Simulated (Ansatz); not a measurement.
Fermi surface of ScAl3 (space group Pm-3m, No. 221) from first principles.

The calculation's input:

```yaml
crystal:
  lattice:
    - [4.08780657, 0.0, 0.0]
    - [0.0, 4.08780657, 0.0]
    - [0.0, 0.0, 4.08780657]
  atoms:
    - { symbol: Sc, position: [0.0, 0.0, 0.0] }
    - { symbol: Al, position: [0.5, 0.0, 0.5] }
    - { symbol: Al, position: [0.0, 0.5, 0.5] }
    - { symbol: Al, position: [0.5, 0.5, 0.0] }
basis:
  ecutwfc: 420
kpoints:
  mp_grid: { grid: [10, 10, 10] }
hamiltonian:
  xc: pbe
  pseudopotentials: { kind: paw }
scf:
  occupations: { method: gaussian, width: 0.05 }
output:
  forces: true
  eigenvalues: true
  eigenstates:
    nscf_kmesh: { grid: [28, 28, 28] }
    top_band: c6
    de_dk: true
    localisation: true
  stress: true
checkpoint:
  write: ck
  compress: false
  write_wavefunctions: false
  write_every: 100000
```

Launched as:

```sh
ansatz run input.yaml --threads 1 --pin off --max-ram 3072MiB --backend cpu --events-out ev --progress --plain --runs-dir out
```

Level of theory: Ansatz 0.2.0, DFT PBE, scalar-relativistic, plane waves, PAW; levels and slopes on a dense k mesh at the converged density. No spin polarisation. Mesh 28×28×28, interpolated with the band slopes. Cell and positions as given, without relaxation. The cell comes from a database of computed structures, not from a measurement.

Two bands cross the Fermi level; this is a three-dimensional metal. The density of states at the Fermi level is 1.2 states/eV per primitive cell. The intraband plasma frequency is 5.6 eV in all directions.

Band 10: an open hole network that joins neighbouring zones in all directions (21 % of the zone); mean Fermi speed 6.5 × 10⁵ m/s.
Band 11: one electron pocket centred at R (21 % of the zone); mean Fermi speed 13 × 10⁵ m/s.
A pocket cut by a face of the zone is counted once with the part on the opposite face.

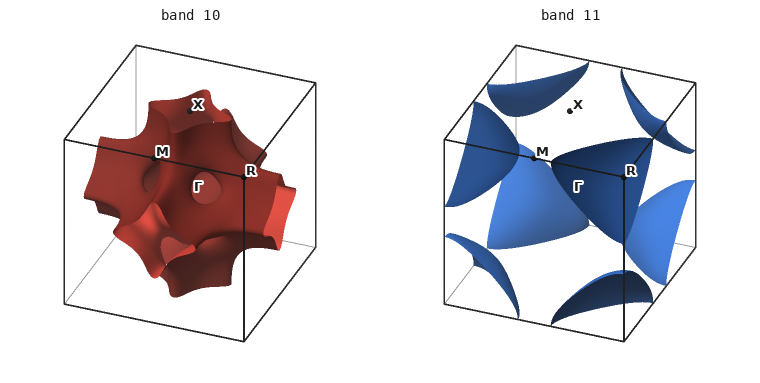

Each panel holds one band. The brighter face of a sheet looks towards empty states.

Necks and pockets thinner than about two mesh steps aren't resolved, so separate pockets may in truth be joined.
